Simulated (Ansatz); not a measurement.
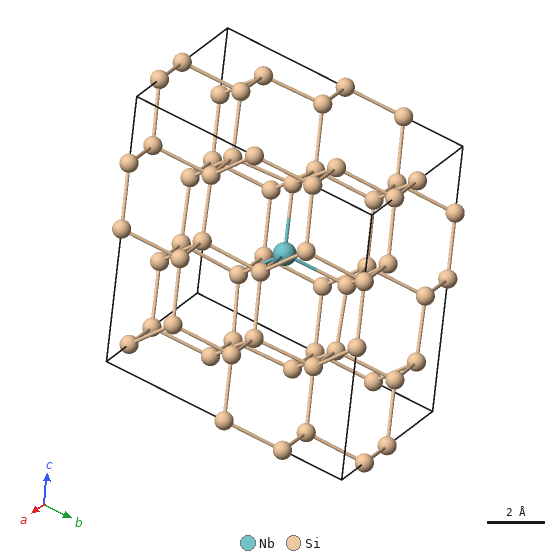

View slightly off an axis, drawn as a ball-and-stick model. Atoms at the boundary of the supercell (the box) are drawn once for each face, edge or corner they touch. The host is Si, in a cell of 32 sites, and the cell is neutral.

Name the defect and give its surroundings.

Niobium on a silicon site (a substitutional impurity). It is bonded to four Si in a tetrahedral arrangement at about 2.5 Å.

The calculation used Ansatz, DFT PBEsol, scalar-relativistic, plane waves, PAW, with a basis cut at 420 eV, 2×2×2 k-mesh, Gaussian smearing of 0.02 eV, collinear spins.

Is the defect magnetic?

Yes, 1.0 μB in the cell.

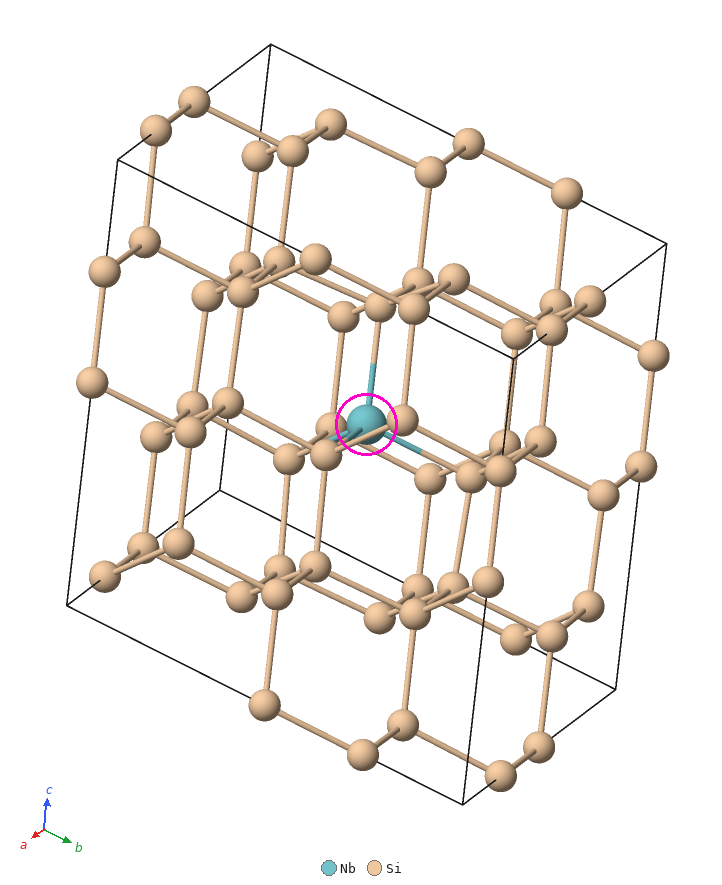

The same cell with a ring at the defect's site.

The atoms were relaxed in the host's cell with Ansatz, DFT PBEsol, scalar-relativistic, plane waves, PAW.
